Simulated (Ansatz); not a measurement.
## Geometry relaxation, with input and output: Si (part 1 of 6)

Si (26 atoms in the cell), computed with DFT PBEsol, scalar-relativistic, plane waves, PAW, spin-polarised (Ansatz 0.2.0).

The structure derives from an entry of the Crystallography Open Database. It belongs to a series of runs on one base structure; here: wire along [1 1 1], 26 atoms a period.

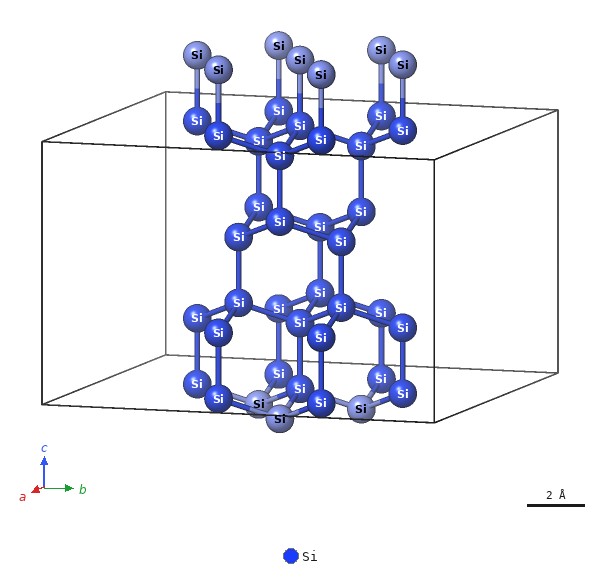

Fig. 1: The structure as given in the input (ball-and-stick view of the cell of the calculation, with the vacuum cut short, seen slightly off an axis; neighbours outside the cell are drawn fainter). An atom can appear more than once, as a periodic image. Near neighbours in the periodic cell (some may lie outside the picture): Si has 4 Si at 2.35 Å; Si has 2 Si at 2.35 Å; Si has 3 Si at 2.35 Å.

**The input**
```yaml
crystal:
  lattice:
    - [15.7, 0.0, 0.0]
    - [0.0, 17.0, 0.0]
    - [0.0, 0.0, 9.411319536]
  atoms:
    - { symbol: Si, position: [0.5, 0.5, 0.25], spin: 0.3 }
    - { symbol: Si, position: [0.2880634438, 0.3869954379, 0.0], spin: 0.3 }
    - { symbol: Si, position: [0.7119365562, 0.6130045621, 0.0], spin: 0.3 }
    - { symbol: Si, position: [0.5706455187, 0.3869954379, 0.3333333333], spin: 0.3 }
    - { symbol: Si, position: [0.4293544813, 0.6130045621, 0.6666666667], spin: 0.3 }
    - { symbol: Si, position: [0.5, 0.2739908758, 0.25], spin: 0.3 }
    - { symbol: Si, position: [0.5, 0.7260091242, 0.25], spin: 0.3 }
    - { symbol: Si, position: [0.3587089626, 0.5, 0.5833333333], spin: 0.3 }
    - { symbol: Si, position: [0.6412910374, 0.5, 0.9166666667], spin: 0.3 }
    - { symbol: Si, position: [0.2880634438, 0.6130045621, 0.0], spin: 0.3 }
    - { symbol: Si, position: [0.7119365562, 0.3869954379, 0.0], spin: 0.3 }
    - { symbol: Si, position: [0.5706455187, 0.6130045621, 0.3333333333], spin: 0.3 }
    - { symbol: Si, position: [0.4293544813, 0.3869954379, 0.6666666667], spin: 0.3 }
    - { symbol: Si, position: [0.2880634438, 0.3869954379, 0.25], spin: 0.3 }
    - { symbol: Si, position: [0.7119365562, 0.6130045621, 0.25], spin: 0.3 }
    - { symbol: Si, position: [0.5706455187, 0.3869954379, 0.5833333333], spin: 0.3 }
    - { symbol: Si, position: [0.4293544813, 0.6130045621, 0.9166666667], spin: 0.3 }
    - { symbol: Si, position: [0.5, 0.5, 0.0], spin: 0.3 }
    - { symbol: Si, position: [0.2880634438, 0.6130045621, 0.25], spin: 0.3 }
    - { symbol: Si, position: [0.7119365562, 0.3869954379, 0.25], spin: 0.3 }
    - { symbol: Si, position: [0.5706455187, 0.6130045621, 0.5833333333], spin: 0.3 }
    - { symbol: Si, position: [0.4293544813, 0.3869954379, 0.9166666667], spin: 0.3 }
    - { symbol: Si, position: [0.5, 0.2739908758, 0.0], spin: 0.3 }
    - { symbol: Si, position: [0.5, 0.7260091242, 0.0], spin: 0.3 }
    - { symbol: Si, position: [0.3587089626, 0.5, 0.3333333333], spin: 0.3 }
    - { symbol: Si, position: [0.6412910374, 0.5, 0.6666666667], spin: 0.3 }
basis:
  ecutwfc: 420
kpoints:
  mp_grid: { grid: [1, 1, 4] }
hamiltonian:
  xc: pbesol
scf:
  occupations: { method: gaussian, width: 0.05 }
  lower_state_search: "off"
output:
  forces: true
  stress: true
  eigenvalues: true
  populations: true
  write_density: true
  write_potential: true
  elf: true
  volumetric_format: npy
magnetization:
  spin_polarized: true
relax:
  adjacent_minimum: "off"
  f_tol: 0.02
  max_steps: 45
  cell: { fix: [a, b, alpha, beta, gamma], stress_tol: 0.03 }
```

Run on 4 threads of AMD EPYC (Zen 5), 32 GiB of memory available, shared host.

Launched with:
```bash
ansatz run input.yaml --threads 4 --pin off --max-ram 11264MiB --backend cpu --events-out ev --progress --plain --runs-dir out
```

**Output**
```
Engine: ansatz 0.2.0, x86_64-unknown-linux-gnu
Pseudopotentials: kind: paw
Pseudopotential: Si, paw, valence charge 4, recommended cutoff 420 eV (normal), Si.paw.azcp
Functional definition: PBEsol
  exchange = pbesol_x
  correlation = pbesol_c
Crystal: 26 atoms, lattice volume = 2511.881 Å³
Basis set: ecut = 420 eV, 49139 PW (Γ), exchange–correlation on 216×240×128 points (8 copies of the dense FFT grid, shifted against one another)
Bands: 82, of which v1, the nominal top of the filled ones, is band 52 counted from 1 (51 counted from 0)
Symmetry: 4 space group operations
Space group: P2/m (ITA 10), of the structure as read, at distance tolerance 1.4e-4 Å
Magnetic group: BNS 10.42 (UNI 49), of the structure as read, at distance tolerance 1.4e-4 Å
k-points: 3 of 4
Non-local potential: Si, projectors of the file, l = 0: 2, l = 1: 2, l = 2: 2
PAW form: soft (Blöchl's): semilocal exchange-correlation on the pseudo side does not see the compensation charge
PAW frozen core: Si, regenerated for the run's functional, and the local potential with it (the file was generated under x = pbe(κ = 0.804, μ = 0.2195149727645171), c = pbe(β = 0.06672455060314922))
PAW one-centre angular grid: Si, 110 points (default); XC on 64 Gauss nodes
Initial density: superposition of atomic densities (neutral atoms: chi_scale 0, normalization atom)
Starting moments: Σ|m| = 7.8 μB on 26 of 26 sites
Initial wavefunctions: pseudopotential atomic-orbital guess
Functional: x = pbesol(κ = 0.804, μ = 0.12345679012345678), c = pbesol(β = 0.046)
SCF iter   1: F=—  HF=-16131.162078 eV  |F-HF|=—  |Δ(HF+E_count)|=         —  Δρ=1.01e-2 (↑8.94e-3 ↓1.01e-2)  dr2=1.87e1  dr2_m=1.15e-1  M=4.241 μB ∫|m|=4.241 μB  β_m=0.30  ethr=3.10e-3  ⟨swp⟩=8.2  Hψ=2716  notcnv=0  defer=20
preconditioner: auto → LDOS  [metal: Δε(μ)=0.011 eV  Ē_g=6.738 eV  σ=0.050 eV  W_gap=0.13  n_scr=184 (ndim 8)  ℏωp=7.6 eV  f_vac=0.603  D(μ)=40.25/eV (n_scr^D=208)]
spin=Collinear: LDOS preconditioning applied to the charge; magnetization (m = ρ↑ − ρ↓) channel mixes plain (no charge-response kernel on spin).
SCF iter   2: F=—  HF=-16129.245814 eV  |F-HF|=—  |Δ(HF+E_count)|=    1.92e0  Δρ=7.34e-3 (↑6.45e-3 ↓7.34e-3)  dr2=1.10e1  dr2_m=5.80e-2  M=4.339 μB ∫|m|=4.339 μB  β_m=0.30  ethr=3.10e-3  ⟨swp⟩=1.7  Hψ=602  notcnv=0  defer=51
SCF iter   3: F=—  HF=-16126.729806 eV  |F-HF|=—  |Δ(HF+E_count)|=    2.52e0  Δρ=3.65e-3 (↑3.65e-3 ↓3.47e-3)  dr2=1.54e0  dr2_m=2.47e-2  M=4.963 μB ∫|m|=4.963 μB  β_m=0.30  ethr=3.10e-3  ⟨swp⟩=3.0  Hψ=799  notcnv=0  defer=51
SCF iter   4: F=—  HF=-16127.075940 eV  |F-HF|=—  |Δ(HF+E_count)|=   3.46e-1  Δρ=2.37e-3 (↑2.02e-3 ↓2.37e-3)  dr2=1.36e0  dr2_m=1.65e-2  M=4.336 μB ∫|m|=4.337 μB  β_m=0.30  ethr=1.48e-3  ⟨swp⟩=2.3  Hψ=778  notcnv=0  defer=113
SCF iter   5: F=—  HF=-16126.939186 eV  |F-HF|=—  |Δ(HF+E_count)|=   1.37e-1  Δρ=1.65e-3 (↑1.63e-3 ↓1.65e-3)  dr2=4.31e-1  dr2_m=9.19e-3  M=4.352 μB ∫|m|=4.353 μB  β_m=0.30  ethr=1.31e-3  ⟨swp⟩=1.0  Hψ=379  notcnv=0  defer=113
SCF iter   6: F=—  HF=-16126.966756 eV  |F-HF|=—  |Δ(HF+E_count)|=   2.76e-2  Δρ=8.39e-4 (↑8.32e-4 ↓8.39e-4)  dr2=2.92e-2  dr2_m=5.95e-3  M=4.439 μB ∫|m|=4.440 μB  β_m=0.30  ethr=4.14e-4  ⟨swp⟩=3.0  Hψ=640  notcnv=0  defer=113
SCF iter   7: F=—  HF=-16126.986049 eV  |F-HF|=—  |Δ(HF+E_count)|=   1.93e-2  Δρ=6.14e-4 (↑5.92e-4 ↓6.14e-4)  dr2=1.23e-2  dr2_m=4.21e-3  M=4.419 μB ∫|m|=4.421 μB  β_m=0.30  ethr=2.81e-5  ⟨swp⟩=2.8  Hψ=692  notcnv=0  defer=113
SCF iter   8: F=—  HF=-16127.001457 eV  |F-HF|=—  |Δ(HF+E_count)|=   1.54e-2  Δρ=4.42e-4 (↑4.05e-4 ↓4.42e-4)  dr2=4.91e-3  dr2_m=2.94e-3  M=4.380 μB ∫|m|=4.383 μB  β_m=0.30  ethr=1.18e-5  ⟨swp⟩=3.0  Hψ=700  notcnv=0  defer=113
SCF iter   9: F=—  HF=-16127.008393 eV  |F-HF|=—  |Δ(HF+E_count)|=   6.94e-3  Δρ=3.24e-4 (↑2.98e-4 ↓3.24e-4)  dr2=2.30e-3  dr2_m=1.97e-3  M=4.364 μB ∫|m|=4.369 μB  β_m=0.30  ethr=4.72e-6  ⟨swp⟩=3.0  Hψ=725  notcnv=0  defer=113
Mixer restart at iter 9: flushing history
spin-set hold released at iteration 9 (site moments contracting): the magnetisation degrees of freedom join the quasi-Newton model from the next iteration; the mixer history was flushed
SCF iter  10: F=—  HF=-16127.011392 eV  |F-HF|=—  |Δ(HF+E_count)|=   3.00e-3  Δρ=2.92e-4 (↑2.43e-4 ↓2.92e-4)  dr2=2.63e-3  dr2_m=1.43e-3  M=4.331 μB ∫|m|=4.337 μB  β_m=0.65  ethr=2.21e-6  ⟨swp⟩=2.0  Hψ=429  notcnv=0  defer=113
SCF iter  11: F=—  HF=-16127.016779 eV  |F-HF|=—  |Δ(HF+E_count)|=   5.39e-3  Δρ=1.97e-4 (↑1.34e-4 ↓1.97e-4)  dr2=2.36e-3  dr2_m=4.65e-4  M=4.211 μB ∫|m|=4.222 μB  β_m=0.82  ethr=2.21e-6  ⟨swp⟩=2.5  Hψ=694  notcnv=0  defer=113
SCF iter  12: F=—  HF=-16127.018868 eV  |F-HF|=—  |Δ(HF+E_count)|=   2.09e-3  Δρ=1.23e-4 (↑7.70e-5 ↓1.23e-4)  dr2=1.01e-3  dr2_m=1.25e-4  M=4.023 μB ∫|m|=4.038 μB  β_m=0.87  ethr=2.21e-6  ⟨swp⟩=2.2  Hψ=704  notcnv=0  defer=113
SCF iter  13: F=—  HF=-16127.019544 eV  |F-HF|=—  |Δ(HF+E_count)|=   6.75e-4  Δρ=5.18e-5 (↑4.17e-5 ↓5.18e-5)  dr2=3.27e-4  dr2_m=1.74e-5  M=3.872 μB ∫|m|=3.889 μB  β_m=0.85  ethr=9.67e-7  ⟨swp⟩=2.2  Hψ=721  notcnv=0  defer=113
SCF iter  14: F=—  HF=-16127.019621 eV  |F-HF|=—  |Δ(HF+E_count)|=   7.70e-5  Δρ=1.68e-5 (↑1.68e-5 ↓1.59e-5)  dr2=1.49e-5  dr2_m=1.47e-6  M=3.786 μB ∫|m|=3.804 μB  β_m=0.91  ethr=3.15e-7  ⟨swp⟩=2.0  Hψ=723  notcnv=0  defer=113
SCF iter  15: F=—  HF=-16127.019886 eV  |F-HF|=—  |Δ(HF+E_count)|=   2.65e-4  Δρ=8.17e-6 (↑8.17e-6 ↓7.70e-6)  dr2=3.73e-6  dr2_m=6.91e-7  M=3.787 μB ∫|m|=3.804 μB  β_m=0.95  ethr=1.43e-8  ⟨swp⟩=2.0  Hψ=720  notcnv=0  defer=113
SCF iter  16: F=—  HF=-16127.019895 eV  |F-HF|=—  |Δ(HF+E_count)|=   8.57e-6  Δρ=4.86e-6 (↑4.86e-6 ↓4.61e-6)  dr2=6.89e-7  dr2_m=3.05e-7  M=3.793 μB ∫|m|=3.811 μB  β_m=0.98  ethr=3.58e-9  ⟨swp⟩=2.0  Hψ=656  notcnv=0  defer=113
SCF iter  17: F=—  HF=-16127.019899 eV  |F-HF|=—  |Δ(HF+E_count)|=   4.34e-6  Δρ=1.48e-6 (↑1.48e-6 ↓1.43e-6)  dr2=3.15e-7  dr2_m=1.82e-8  M=3.803 μB ∫|m|=3.820 μB  β_m=0.90  ethr=6.62e-10  ⟨swp⟩=3.8  Hψ=965  notcnv=0  defer=113
iter 18 did not close the SCF: its close was put off for a magnetic moment that had not settled (scf_convergence_deferred on its scf_iter line)
SCF iter  18: F=-16127.019899 eV  HF=-16127.019899 eV  |F-HF|=2.54e-8  |Δ(HF+E_count)|=   3.83e-7  Δρ=4.29e-7 (↑3.82e-7 ↓4.29e-7)  dr2=2.54e-8  dr2_m=1.29e-9  M=3.805 μB ∫|m|=3.823 μB  β_m=0.86  ethr=9.62e-11  ⟨swp⟩=26.7  Hψ=5235  notcnv=0
iter 19 did not close the SCF: its close was put off for a magnetic moment that had not settled (scf_convergence_deferred on its scf_iter line)
SCF iter  19: F=-16127.019899 eV  HF=-16127.019899 eV  |F-HF|=6.10e-9  |Δ(HF+E_count)|=   3.54e-8  Δρ=1.75e-7 (↑1.75e-7 ↓1.62e-7)  dr2=2.13e-9  dr2_m=4.05e-10  M=3.805 μB ∫|m|=3.823 μB  β_m=0.87  ethr=2.45e-11  ⟨swp⟩=8.5  Hψ=2894  notcnv=0
SCF iter  20: F=-16127.019899 eV  HF=-16127.019899 eV  |F-HF|=1.92e-9  |Δ(HF+E_count)|=   6.32e-9  Δρ=9.25e-8 (↑9.25e-8 ↓9.07e-8)  dr2=2.83e-10  dr2_m=1.51e-10  M=3.805 μB ∫|m|=3.823 μB  ethr=2.05e-12  ⟨swp⟩=6.8  Hψ=2805  notcnv=0
SCF 1 converged in 20 iterations: F = -16127.019899 eV  dr2 = 2.83e-10
  greatest PAW one-centre occupation: 0.707 electrons in one spin orbital (limit 2), on the Si atom at site 23 (counted from 0), in its partial waves of l = 0
relax step   1: F+E_penalty+E_count = -16127.01989927 eV  Δ(F+E_penalty+E_count) = +0.000e0 eV  max|allowed force component| = 6.057e-1 eV/Å  Δτ_max = 0.0000 Å  P = -0.598 GPa  Ω = 2511.881 Å³  fix = [a, b, alpha, beta, gamma]  reactions: a -0.647, b -0.645 GPa; beta +0.001 GPa/rad  (20 SCF iters, dr2 threshold 1.00e-7 eV, accepted)
Crystal: 26 atoms, lattice volume = 2537.560 Å³
Basis set: ecut = 420 eV, 49635 PW (Γ), exchange–correlation on 216×240×128 points (8 copies of the dense FFT grid, shifted against one another)
Initial density: handed on by an earlier stage of this run
Starting moments: Σ|m| = 7.8 μB on 26 of 26 sites; this step starts from the density that it was given
Initial wavefunctions: those handed on with the density
iter 1 solved again at ethr=1.70e-3 eV; its pass at ethr=3.10e-3 eV (dr2=1.77e0 eV) is discarded
SCF iter   1: F=—  HF=-16129.212068 eV  |F-HF|=—  |Δ(HF+E_count)|=         —  Δρ=3.16e-3 (↑2.67e-3 ↓3.16e-3)  dr2=1.84e0  dr2_m=1.53e-2  M=2.649 μB ∫|m|=2.729 μB  β_m=0.30  ethr=1.70e-3  ⟨swp⟩=5.7  Hψ=2538  notcnv=0  defer=1
preconditioner: auto → LDOS  [metal: Δε(μ)=0.017 eV  Ē_g=6.656 eV  σ=0.050 eV  W_gap=0.18  n_scr=184 (ndim 8)  ℏωp=7.5 eV  f_vac=0.641  D(μ)=29.63/eV (n_scr^D=136)]
spin=Collinear: LDOS preconditioning applied to the charge; magnetization (m = ρ↑ − ρ↓) channel mixes plain (no charge-response kernel on spin).
SCF iter   2: F=—  HF=-16128.910035 eV  |F-HF|=—  |Δ(HF+E_count)|=   3.02e-1  Δρ=1.85e-3 (↑1.55e-3 ↓1.85e-3)  dr2=5.66e-1  dr2_m=8.05e-3  M=2.726 μB ∫|m|=2.798 μB  β_m=0.47  ethr=1.70e-3  ⟨swp⟩=1.3  Hψ=533  notcnv=0  defer=5
SCF iter   3: F=—  HF=-16128.827301 eV  |F-HF|=—  |Δ(HF+E_count)|=   8.27e-2  Δρ=6.16e-4 (↑6.04e-4 ↓6.16e-4)  dr2=3.34e-2  dr2_m=2.09e-3  M=2.921 μB ∫|m|=2.986 μB  β_m=0.74  ethr=5.45e-4  ⟨swp⟩=3.8  Hψ=863  notcnv=0  defer=42
SCF iter   4: F=—  HF=-16128.857584 eV  |F-HF|=—  |Δ(HF+E_count)|=   3.03e-2  Δρ=3.51e-4 (↑3.51e-4 ↓2.91e-4)  dr2=2.32e-2  dr2_m=9.90e-4  M=2.956 μB ∫|m|=3.032 μB  β_m=0.75  ethr=3.21e-5  ⟨swp⟩=2.0  Hψ=863  notcnv=0  defer=64
SCF iter   5: F=—  HF=-16128.860112 eV  |F-HF|=—  |Δ(HF+E_count)|=   2.53e-3  Δρ=2.17e-4 (↑2.17e-4 ↓1.52e-4)  dr2=3.25e-3  dr2_m=6.74e-4  M=3.075 μB ∫|m|=3.151 μB  β_m=0.88  ethr=2.23e-5  ⟨swp⟩=2.8  Hψ=702  notcnv=0  defer=64
SCF iter   6: F=—  HF=-16128.865895 eV  |F-HF|=—  |Δ(HF+E_count)|=   5.78e-3  Δρ=1.98e-4 (↑1.98e-4 ↓1.71e-4)  dr2=1.88e-3  dr2_m=6.18e-4  M=3.252 μB ∫|m|=3.329 μB  β_m=0.94  ethr=3.12e-6  ⟨swp⟩=2.3  Hψ=768  notcnv=0  defer=64
SCF iter   7: F=—  HF=-16128.871083 eV  |F-HF|=—  |Δ(HF+E_count)|=   5.19e-3  Δρ=2.08e-4 (↑1.46e-4 ↓2.08e-4)  dr2=2.76e-3  dr2_m=6.22e-4  M=3.395 μB ∫|m|=3.470 μB  β_m=0.94  ethr=1.81e-6  ⟨swp⟩=2.8  Hψ=901  notcnv=0  defer=75
SCF iter   8: F=—  HF=-16128.877445 eV  |F-HF|=—  |Δ(HF+E_count)|=   6.36e-3  Δρ=2.35e-4 (↑1.39e-4 ↓2.35e-4)  dr2=3.91e-3  dr2_m=7.37e-4  M=3.398 μB ∫|m|=3.472 μB  β_m=0.97  ethr=1.81e-6  ⟨swp⟩=3.2  Hψ=855  notcnv=0  defer=76
SCF iter   9: F=—  HF=-16128.883559 eV  |F-HF|=—  |Δ(HF+E_count)|=   6.11e-3  Δρ=2.45e-4 (↑1.56e-4 ↓2.45e-4)  dr2=2.53e-3  dr2_m=8.42e-4  M=3.241 μB ∫|m|=3.318 μB  β_m=0.63  ethr=1.81e-6  ⟨swp⟩=2.8  Hψ=761  notcnv=0  defer=76
SCF iter  10: F=—  HF=-16128.889293 eV  |F-HF|=—  |Δ(HF+E_count)|=   5.73e-3  Δρ=2.21e-4 (↑1.47e-4 ↓2.21e-4)  dr2=1.97e-3  dr2_m=7.41e-4  M=3.116 μB ∫|m|=3.204 μB  β_m=0.62  ethr=1.81e-6  ⟨swp⟩=3.0  Hψ=760  notcnv=0  defer=76
SCF iter  11: F=—  HF=-16128.894764 eV  |F-HF|=—  |Δ(HF+E_count)|=   5.47e-3  Δρ=1.91e-4 (↑1.75e-4 ↓1.91e-4)  dr2=9.00e-4  dr2_m=7.16e-4  M=3.004 μB ∫|m|=3.364 μB  β_m=0.38  ethr=1.81e-6  ⟨swp⟩=3.2  Hψ=906  notcnv=0  defer=88
SCF iter  12: F=—  HF=-16128.900244 eV  |F-HF|=—  |Δ(HF+E_count)|=   5.48e-3  Δρ=1.51e-4 (↑1.51e-4 ↓1.30e-4)  dr2=3.46e-4  dr2_m=4.24e-4  M=3.055 μB ∫|m|=3.799 μB  β_m=0.26  ethr=8.66e-7  ⟨swp⟩=3.2  Hψ=889  notcnv=0  defer=88
SCF iter  13: F=—  HF=-16128.905689 eV  |F-HF|=—  |Δ(HF+E_count)|=   5.45e-3  Δρ=1.67e-4 (↑1.01e-4 ↓1.67e-4)  dr2=2.00e-3  dr2_m=2.83e-4  M=3.099 μB ∫|m|=4.479 μB  β_m=0.36  ethr=3.33e-7  ⟨swp⟩=4.0  Hψ=1121  notcnv=0  defer=104  recentre
SCF iter  14: F=—  HF=-16128.905422 eV  |F-HF|=—  |Δ(HF+E_count)|=   2.67e-4  Δρ=1.44e-4 (↑9.17e-5 ↓1.44e-4)  dr2=1.18e-3  dr2_m=2.55e-4  M=3.080 μB ∫|m|=4.410 μB  β_m=0.65  ethr=3.33e-7  ⟨swp⟩=2.5  Hψ=734  notcnv=0  defer=114
SCF iter  15: F=—  HF=-16128.907474 eV  |F-HF|=—  |Δ(HF+E_count)|=   2.05e-3  Δρ=1.26e-4 (↑1.26e-4 ↓9.69e-5)  dr2=1.79e-3  dr2_m=1.20e-4  M=3.083 μB ∫|m|=5.217 μB  β_m=0.76  ethr=3.33e-7  ⟨swp⟩=4.0  Hψ=1175  notcnv=0  defer=114
SCF iter  16: F=—  HF=-16128.907309 eV  |F-HF|=—  |Δ(HF+E_count)|=   1.65e-4  Δρ=1.05e-4 (↑1.05e-4 ↓8.20e-5)  dr2=9.82e-4  dr2_m=1.13e-4  M=3.068 μB ∫|m|=5.204 μB  β_m=0.88  ethr=3.33e-7  ⟨swp⟩=2.3  Hψ=757  notcnv=0  defer=114
SCF iter  17: F=—  HF=-16128.907865 eV  |F-HF|=—  |Δ(HF+E_count)|=   5.56e-4  Δρ=5.54e-5 (↑3.47e-5 ↓5.54e-5)  dr2=2.38e-4  dr2_m=3.17e-5  M=3.102 μB ∫|m|=4.816 μB  β_m=0.87  ethr=3.33e-7  ⟨swp⟩=3.7  Hψ=999  notcnv=0  defer=114
SCF iter  18: F=—  HF=-16128.907545 eV  |F-HF|=—  |Δ(HF+E_count)|=   3.20e-4  Δρ=7.17e-5 (↑7.17e-5 ↓6.59e-5)  dr2=3.25e-4  dr2_m=7.58e-5  M=3.111 μB ∫|m|=5.193 μB  β_m=0.87  ethr=2.29e-7  ⟨swp⟩=3.8  Hψ=1006  notcnv=0  defer=114
SCF iter  19: F=—  HF=-16128.908100 eV  |F-HF|=—  |Δ(HF+E_count)|=   5.55e-4  Δρ=1.21e-5 (↑1.21e-5 ↓1.11e-5)  dr2=1.09e-5  dr2_m=2.15e-6  M=3.117 μB ∫|m|=4.943 μB  β_m=0.83  ethr=2.29e-7  ⟨swp⟩=3.2  Hψ=1066  notcnv=0  defer=114
iter 20 did not close the SCF: its close was put off for a magnetic moment that had not settled (scf_convergence_deferred on its scf_iter line)
SCF iter  20: F=-16128.908116 eV  HF=-16128.908116 eV  |F-HF|=2.35e-7  |Δ(HF+E_count)|=   1.58e-5  Δρ=3.41e-6 (↑3.40e-6 ↓3.41e-6)  dr2=1.27e-6  dr2_m=1.66e-7  M=3.119 μB ∫|m|=4.996 μB  β_m=0.85  ethr=2.50e-9  ⟨swp⟩=27.7  Hψ=6079  notcnv=0
iter 21 did not close the SCF: its close was put off for a magnetic moment that had not settled (scf_convergence_deferred on its scf_iter line)
SCF iter  21: F=-16128.908118 eV  HF=-16128.908118 eV  |F-HF|=6.94e-8  |Δ(HF+E_count)|=   1.57e-6  Δρ=1.35e-6 (↑1.23e-6 ↓1.35e-6)  dr2=1.15e-7  dr2_m=2.93e-8  M=3.117 μB ∫|m|=4.980 μB  β_m=0.83  ethr=1.22e-9  ⟨swp⟩=11.0  Hψ=3948  notcnv=0
SCF iter  22: F=-16128.908118 eV  HF=-16128.908118 eV  |F-HF|=5.83e-9  |Δ(HF+E_count)|=   1.96e-7  Δρ=5.70e-7 (↑5.70e-7 ↓5.62e-7)  dr2=2.62e-8  dr2_m=5.70e-9  M=3.116 μB ∫|m|=4.983 μB  ethr=1.11e-10  ⟨swp⟩=9.7  Hψ=3244  notcnv=0
SCF 2 converged in 22 iterations: F = -16128.908118 eV  dr2 = 2.62e-8
[... from here on the iterations of each SCF are left out, up to the last one ...]
relax step   2: F+E_penalty+E_count = -16128.90811775 eV  Δ(F+E_penalty+E_count) = -1.888e0 eV  max|allowed force component| = 1.098e0 eV/Å  Δτ_max = 0.1947 Å  P = -0.365 GPa  Ω = 2537.560 Å³  energy of the carried Pulay correction = -8.298e-4 eV  fix = [a, b, alpha, beta, gamma]  reactions: a -0.537, b -0.535 GPa; beta +0.001 GPa/rad  (22 SCF iters, dr2 threshold 2.60e-6 eV, accepted)
[... from here on the SCF iterations and repeated set-up lines of each step are left out, up to the last step ...]
SCF 3 converged in 17 iterations: F = -16132.524221 eV  dr2 = 7.28e-9
```
